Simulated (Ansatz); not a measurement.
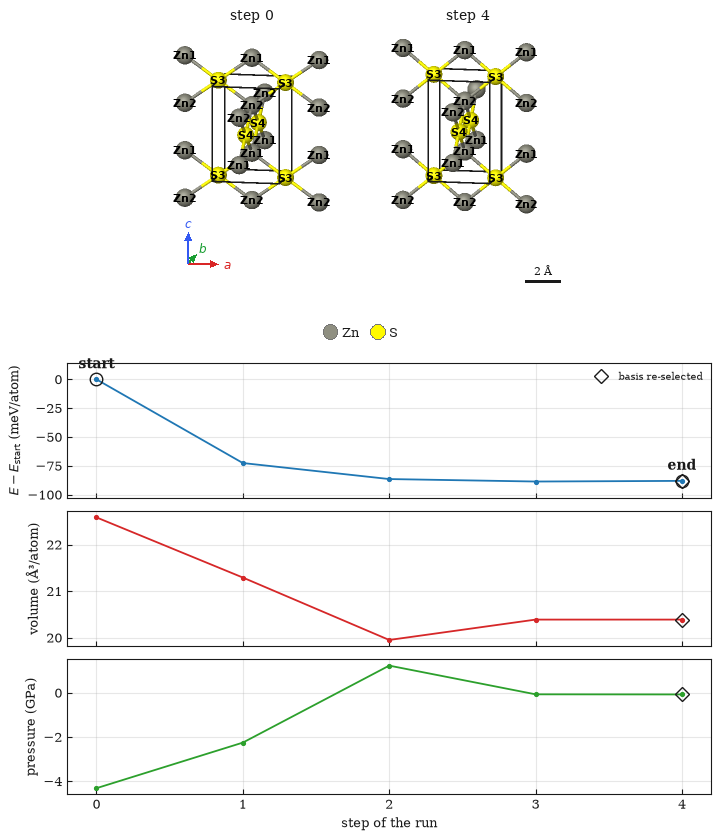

First and last geometry of a relaxation of crystalline ZnS (a generated structure, set up in P4_2/mmc) (coarse preliminary run), with the history of the run. A ball-and-stick model of the cell of the calculation, seen slightly off an axis.

Theory: DFT PBE, scalar-relativistic, plane waves, PAW (Ansatz 0.2.0).

The input:
```yaml
crystal:
  lattice:
    - [3.99756726, 0.0, 0.0]
    - [0.0, 3.99756726, 0.0]
    - [0.0, 0.0, 5.65341384]
  atoms:
    - { symbol: Zn, position: [0.5, 0.5, 0.25] }
    - { symbol: Zn, position: [0.5, 0.5, 0.75] }
    - { symbol: S, position: [0.0, 0.5, 0.0] }
    - { symbol: S, position: [0.5, 0.0, 0.5] }
basis:
  ecutwfc: 420
kpoints:
  mp_grid: { grid: [4, 4, 4] }
hamiltonian:
  xc: pbe
scf:
  occupations: { method: gaussian, width: 0.1 }
  lower_state_search: "off"
output:
  forces: true
  stress: true
  eigenvalues: true
relax:
  adjacent_minimum: "off"
  f_tol: 0.04
  max_steps: 70
  cell: { stress_tol: 0.4 }
```

Run as
```bash
ansatz run input.yaml --threads 1 --pin off --max-ram 2048MiB --backend cpu --events-out ev --progress --plain --runs-dir out
```

Question: Read the history and describe the run.

Answer: It converged. Over 3 accepted moves (4 points after the start) the energy falls by 88.0 meV per atom. All forces vanish by symmetry, so only the cell relaxes. Pressure: −4.31 GPa at the start and −0.07 GPa at the end. At 1 point the geometry stayed and the basis and grid were re-selected for the new cell (energy shift of 0.6 meV per atom at most each time). No atom moves by more than 0.005 Å relative to the cell. The volume changes by −9.7 %, with a = b 3.998 → 3.677 Å (−8.0 %), c 5.653 → 6.033 Å (+6.7 %). Among the contacts that change: Zn1–S3 2.448 → 2.378 Å. Bond angles that change, for instance: S3–Zn1–S3 109.5° → 101.3°, Zn1–S3–Zn1 109.5° → 101.3°, Zn1–S3–Zn2 70.5° → 78.7°. The space group stays P4_2/mmc (No. 131).

| step | E − E(0), meV/atom | pressure, GPa | volume, Å³/atom | note |
| --- | --- | --- | --- | --- |
| 0 | 0.00 | -4.31 | 22.586 |  |
| 1 | -72.50 | -2.25 | 21.294 |  |
| 2 | -86.38 | 1.23 | 19.952 |  |
| 3 | -88.53 | -0.07 | 20.390 |  |
| 4 | -87.96 | -0.07 | 20.390 | same geometry, new basis |

Limits of the set-up: the k-point mesh is coarse for a cell with partly filled bands.
